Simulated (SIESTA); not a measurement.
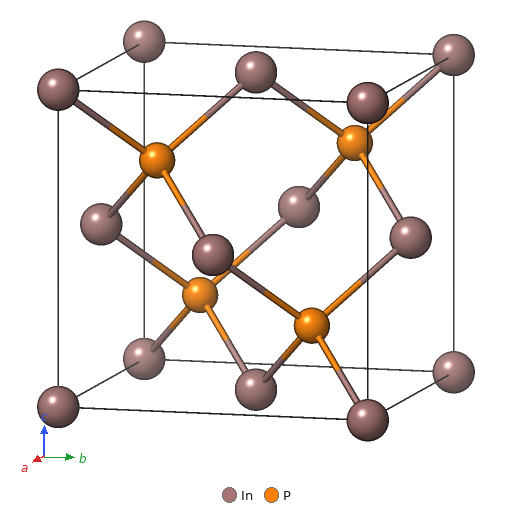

System: InP, space group F-43m (No. 216). The picture shows the conventional cell.

Starting cell:
```cif
data_structure
_symmetry_space_group_name_H-M 'P 1'
_symmetry_Int_Tables_number 1
_cell_length_a 4.1444
_cell_length_b 4.1444
_cell_length_c 4.1444
_cell_angle_alpha 60.000
_cell_angle_beta 60.000
_cell_angle_gamma 60.000
_cell_volume 50.33
loop_
_atom_site_label
_atom_site_type_symbol
_atom_site_fract_x
_atom_site_fract_y
_atom_site_fract_z
_atom_site_occupancy
In1 In 0.00000 0.00000 0.00000 1
P1 P 0.75000 0.75000 0.75000 1
```

Computed with SIESTA 5.4.2: DFT in numerical atomic orbitals with pseudopotentials, no spin polarisation; energies at scaled volumes of the given cell, shape and fractions fixed, counted from the fit's minimum, third-order Birch-Murnaghan fit. Level: PBE.

```tsv
setting	value
k mesh	8×8×8
occupations	Fermi–Dirac
smearing width	0.05 eV
potentials	PseudoDojo 0.4 standard, converted to PSML, two zetas on semicore shells
program settings	basis TZDP, mesh cutoff 500 Ry
```

Predict the energy and pressure against volume. The volume takes the values 23.66, 24.16, 24.66, 25.17, 25.67, 26.17, 26.68 Å³/atom.

A third-order Birch–Murnaghan fit gives V0 = 26.53 Å³/atom, B0 = 61.8 GPa and B′ = 4.9. The energy falls from 75.39 meV/atom at volume 23.66 Å³/atom to 0.14 meV/atom at 26.68 Å³/atom. The pressure falls from 9.37 GPa at volume 23.66 Å³/atom to −0.30 GPa at 26.68 Å³/atom, and changes sign near 26.55 Å³/atom.

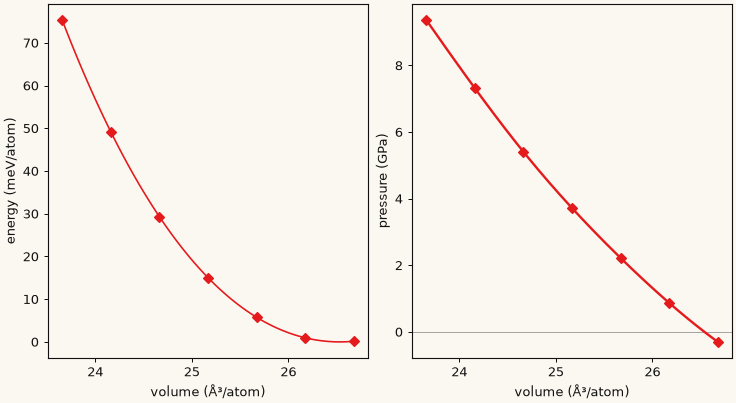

Note: mulliken charges of long orbitals.
